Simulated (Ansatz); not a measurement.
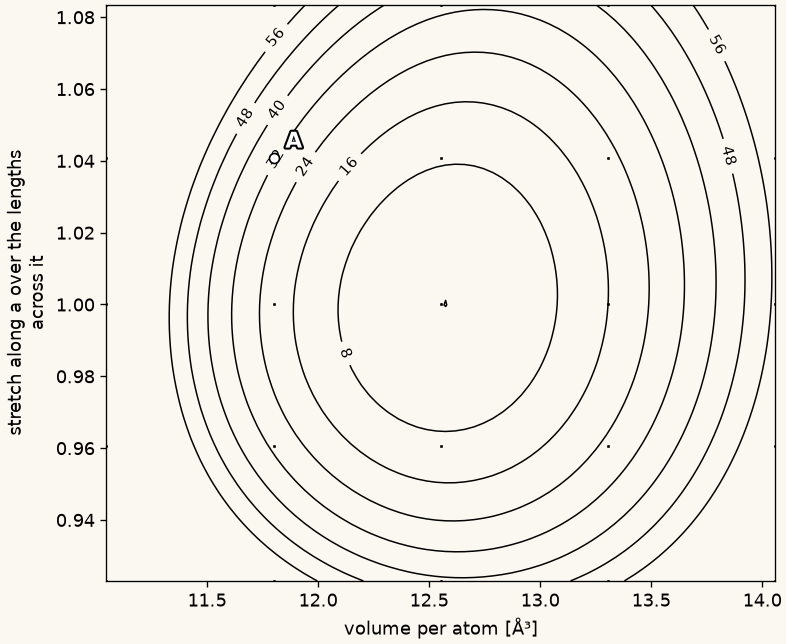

Cu (Cmcm, No. 63; 2 atoms in the cell). The energy is mapped over volume and the cell's shape. First axis: volume per atom. Second axis: stretch along a over the lengths across it, relative to the relaxed cell. Nothing is relaxed (fractional coordinates fixed). Grid: 5 × 5 points. Points are written as (first, second). Energies: meV/atom, counted from the lowest grid point. All numbers below come from DFT PBE, scalar-relativistic, plane waves, PAW in Ansatz. Settings: cutoff 520 eV, k-mesh 20×20×20, gaussian smearing 0.15 eV, no spin polarisation.

In the figure: contour lines labelled in meV/atom (none above 56), dots at the grid points, the point A. Between grid points the surface is interpolated.

> Which way does the force act at A, and how strong is it?

A, at (11.80 Å³, 1.041), is not a stationary point. The computed force is 63 meV/atom for each Å³ towards larger values of volume per atom and 550 meV/atom for each unit towards smaller values of the second coordinate.

PAW datasets: the set soft_1.
